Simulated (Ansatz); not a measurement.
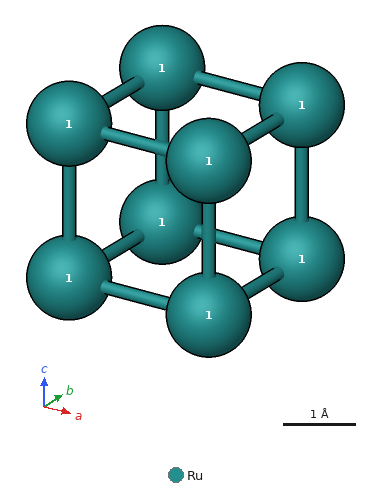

The input geometry (ball-and-stick view of the cell of the calculation, seen at an oblique angle; atoms are numbered from 1 in the order of the input).

# Single-point calculation, with input and output: Ru

System: Ru (Pm-3m, 1 atom in the cell).
Method: DFT, PBE, plane waves, PAW, no spin polarisation (Ansatz 0.2.0).

Some settings of this run were made unusual or wrong on purpose. Figures and captions count atoms from 1; the log counts them from 0 in places.

## Output
```
Warning: basis.ecutrho_ratio = 1 (ecutrho = 420 eV) is below the records' recommended 1680 eV
settings of this run that can trade accuracy for cost: basis.ecutrho_ratio < 4. Do not mix this run's numbers with those of runs without the same settings; the input reference describes each key
Engine: ansatz 0.2.0, aarch64-unknown-linux-gnu
Pseudopotentials: kind: paw
Pseudopotential: Ru, paw, valence charge 16, recommended cutoff 420 eV (normal), Ru.paw.azcp
Functional definition: PBE
  parameter kappa = 0.804
  parameter beta = 0.06672455060314922
  exchange = pbe_x(kappa = kappa, mu = beta*pi^2/3)
  correlation = pbe_c(beta = beta)
Crystal: 1 atoms, lattice volume = 12.683 Å³
Basis set: ecut = 420 eV, 251 PW (Γ), exchange–correlation on 24×24×24 points (8 copies of the dense FFT grid, shifted against one another)
Bands: 12, of which v1, the nominal top of the filled ones, is band 8 counted from 1 (7 counted from 0)
Symmetry: 48 space group operations
Space group: Pm-3m (ITA 221), of the structure as read, at distance tolerance 2.3e-5 Å
k-points: 120 of 3375
Non-local potential: Ru, projectors of the file, l = 0: 3, l = 1: 2, l = 2: 2, l = 3: 1
PAW form: soft (Blöchl's): semilocal exchange-correlation on the pseudo side does not see the compensation charge
PAW one-centre angular grid: Ru, 590 points (default); XC on 64 Gauss nodes
Initial density: superposition of atomic densities (neutral atoms: chi_scale 0, normalization atom), corrected by the library's trained network
Initial wavefunctions: pseudopotential atomic-orbital guess
Functional: x = pbe(κ = 0.804, μ = 0.2195149727645171), c = pbe(β = 0.06672455060314922)
SCF iter   1: F=—  HF=-5877.166691 eV  |F-HF|=—  |Δ(HF+E_count)|=         —  Δρ=1.26e-2  dr2=9.03e-3  ethr=1.77e-3  ⟨swp⟩=5.1  Hψ=8090  notcnv=0
preconditioner: auto → none  [metal: Δε(μ)=0.011 eV  Ē_g=12.381 eV  σ=0.100 eV  W_gap=0.03  n_scr=6 (ndim 8)  ℏωp=29.5 eV  f_vac=0.000  D(μ)=1.10/eV (n_scr^D=18)  sad-step TF]
SCF iter   2: F=—  HF=-5877.161947 eV  |F-HF|=—  |Δ(HF+E_count)|=   4.74e-3  Δρ=7.16e-3  dr2=2.91e-3  ethr=5.65e-5  ⟨swp⟩=1.1  Hψ=2417  notcnv=0
SCF iter   3: F=—  HF=-5877.161259 eV  |F-HF|=—  |Δ(HF+E_count)|=   6.89e-4  Δρ=4.16e-4  dr2=1.04e-5  ethr=1.82e-5  ⟨swp⟩=2.4  Hψ=2329  notcnv=0
SCF iter   4: F=—  HF=-5877.161158 eV  |F-HF|=—  |Δ(HF+E_count)|=   1.01e-4  Δρ=2.97e-4  dr2=7.05e-6  ethr=6.52e-8  ⟨swp⟩=3.0  Hψ=2550  notcnv=0
SCF iter   5: F=—  HF=-5877.161157 eV  |F-HF|=—  |Δ(HF+E_count)|=   1.01e-6  Δρ=1.12e-4  dr2=2.56e-7  ethr=4.41e-8  ⟨swp⟩=2.5  Hψ=2162  notcnv=0
SCF iter   6: F=-5877.161157 eV  HF=-5877.161157 eV  |F-HF|=1.37e-8  |Δ(HF+E_count)|=   2.10e-7  Δρ=1.51e-5  dr2=1.99e-8  ethr=6.25e-10  ⟨swp⟩=5.1  Hψ=6597  notcnv=0
SCF 1 converged in 6 iterations: F = -5877.161157 eV  dr2 = 1.99e-8
  greatest PAW one-centre occupation: 0.992 electrons in one spin orbital (limit 2), on the Ru atom at site 0 (counted from 0), in its partial waves of l = 0
```

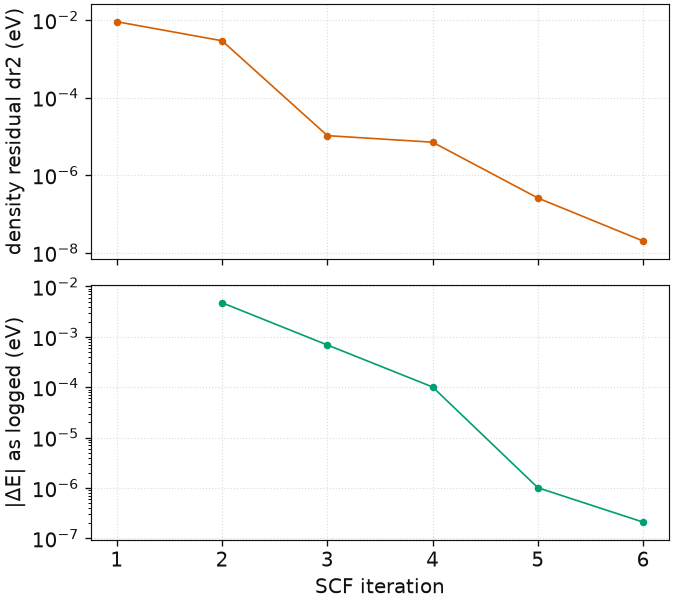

Convergence of the self-consistent field: density residual dr2 and size of the energy change against the SCF iteration. The residual falls at every step.

```
SCF converged after 6 iterations
Free energy (F): -5877.161157 eV
Harris-Foulkes:  -5877.161157 eV  (|F-HF|=1.37e-8)
Internal energy: -5877.125543 eV  (E = F + TS)
E sigma→0 (E₀):  -5877.143350 eV
Entropy (-TS):   -0.035614 eV (-35.614 meV/atom)
Fermi energy:    25.945285 eV
--- Per-component energies (eV) ---
  E_band       = -22.988782
  E_kinetic    = 525.133170
  E_local      = -1274.646695  (includes V_loc(G=0)·N_el)
  E_nonlocal   = 347.710006
  E_hartree    = 422.962639
  E_xc         = -192.905566
  E_vxc        = -242.384532  (∫ρ·V_xc dr)
  E_paw        = -3462.835303  (= ΣΔE_a)
  E_vpaw       = -224.663720  (= ΣTr[D̂ρ^β])
  E_aug_tail   = -0.057027  (compensation charges beyond the density's cutoff)
  E_ewald      = -2242.486768
  E_smearing   = -0.035614  (= −TS)
  E_closure    = 0.000000  (closes the sum)
  Σ components = -5877.161157   (vs F -5877.161157, Δ=0.00e0)
--- Forces (eV/Å), atoms counted from 1 ---
  atom   1  Ru    -0.00000000     0.00000000     0.00000000
  max |Σ_I F_I| component: 5.60e-26 eV/Å
--- Stress (GPa, compression-positive) ---
       95.407553       0.000000       0.000000
        0.000000      95.407553       0.000000
        0.000000       0.000000      95.407553
  P = ⅓ Tr σ = 95.4076 GPa (954.076 kbar)
--- Band table (eV; the first three rows and the last of 120) ---
  k-point 0: bands = ["-47.6922", "-16.6606", "-16.6606", "-16.6606", "17.4889", "18.7653", "18.7653", "28.2356", "28.2356", "28.2356", "44.0776", "44.0776"]
  k-point 1: bands = ["-47.6795", "-16.7557", "-16.6525", "-16.6525", "17.6527", "18.8057", "18.9684", "28.0213", "28.0213", "28.2516", "43.2297", "44.3993"]
  k-point 2: bands = ["-47.6432", "-17.0202", "-16.6296", "-16.6296", "18.0522", "18.9215", "19.6275", "27.4538", "27.4538", "28.2970", "41.3999", "45.2732"]
  k-point 119: bands = ["-46.8247", "-18.1102", "-18.1078", "-18.1078", "19.3851", "19.4589", "19.4589", "30.9068", "30.9068", "34.4600", "40.7602", "41.6275"]
--- Löwdin populations: 1 site ---
  site symbol       q [e]
     0     Ru     15.9399
  spilling = 0.003759 (of n_electrons = 16.000000)
settings of this run that can trade accuracy for cost: basis.ecutrho_ratio < 4. Do not mix this run's numbers with those of runs without the same settings; the input reference describes each key
```

This output came from the following input.

## Input file
```yaml
crystal:
  lattice:
    - [2.3320440668, 0.0, 0.0]
    - [0.0, 2.3320440668, 0.0]
    - [0.0, 0.0, 2.3320440668]
  atoms:
    - { symbol: Ru, position: [0.0, 0.0, 0.0] }
kpoints:
  mp_grid: { grid: [15, 15, 15] }
scf:
  occupations: { method: fermi_dirac, width: 0.1 }
  max_iter: 50
hamiltonian:
  xc: pbe
  pseudopotentials: { kind: paw }
output:
  forces: true
  stress: true
  eigenvalues: true
  populations: true
basis:
  ecutrho_ratio: 1
```

Launch command:
```bash
ansatz run input.yaml --threads 1 --pin off --max-ram 2048MiB --backend cpu --events-out ev --progress --plain --runs-dir out
```

## What the run reported

| quantity | value |
| --- | --- |
| outcome | converged |
| space group (tolerance 0.01 Å) | Pm-3m (221) |
| electrons treated | 16 |
| free energy | −5877.1612 eV |
| Fermi energy | 25.945 eV |
| pressure | 95.41 GPa |
| largest force (length of the vector) | under 0.001 eV/Å |
| hardware | 1 thread of Arm Neoverse V1, 24 GiB of memory available, shared host |
| wall time | 2.2 s |
| peak memory | 0.27 GiB |

## Diagnosis

This input holds a deliberate fault: a density cutoff under the waves' (`basis.ecutrho_ratio`). The density grid cannot represent the products of the waves. The run converged all the same; its numbers are those of the faulty input and shouldn't be used. The program warns: the cutoff is below the recommended one.
